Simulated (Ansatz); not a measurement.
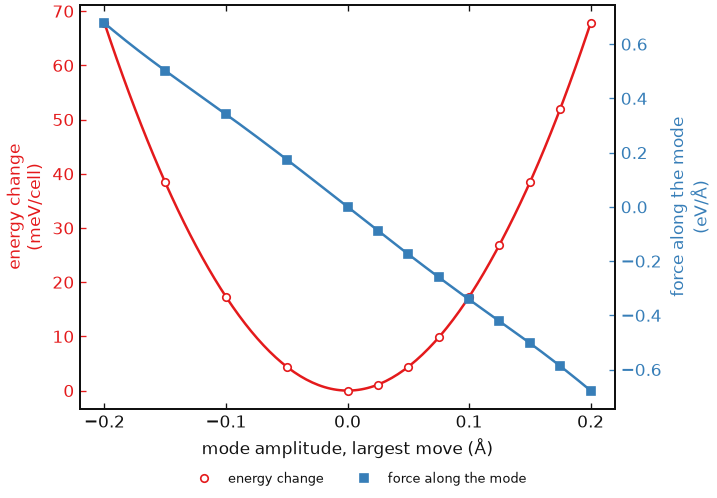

The picture above shows the energy change and force along the mode against mode amplitude for Ti, space group Fm-3m (No. 225).

Starting cell:
```
CELL_PARAMETERS angstrom
0.00000 -2.03000 -2.03000
-2.03000 0.00000 -2.03000
2.03000 2.03000 -4.06000
ATOMIC_POSITIONS crystal
Ti 0.50000 0.50000 0.50000
Ti 0.00000 0.00000 0.00000
```

Displacement pattern for amplitude 1 (x, y, z for each atom, in the order of the cell):
```json
{"atom": "Ti1", "x": "-0.41", "y": "-0.41", "z": "-0.82"}
{"atom": "Ti2", "x": "0.41", "y": "0.41", "z": "0.82"}
```

Computed with Ansatz 0.2.0: a normal mode of the cell frozen into a crystal at growing amplitude, by plane-wave density functional theory with PAW datasets, free energies less that of the undisturbed cell; scalar-relativistic. Level: r2SCAN, no spin polarisation.

wave cutoff 500 eV; k mesh 18×18×20; occupations Gaussian; smearing width 0.15 eV; k shift (0, 0, 0) (mesh steps); start as given.

The points at mode amplitude −0.15, −0.05, 0.1 and 0.2 follow from computed ones by symmetry.

### Is the given structure stable along this path?

Yes: the energy rises on both sides of the starting structure, which is therefore a minimum along this path.

### What does the force along the mode do across the range?

It falls from 0.68 eV/Å at mode amplitude −0.200 Å to −0.68 eV/Å at 0.200 Å, and changes sign near 0.000 Å.

### What does the calculation give for the harmonic force constant k (E = k x²/2 near the start)?

3.53 eV/Å².

Limits of the calculation: reference crystal is not relaxed.
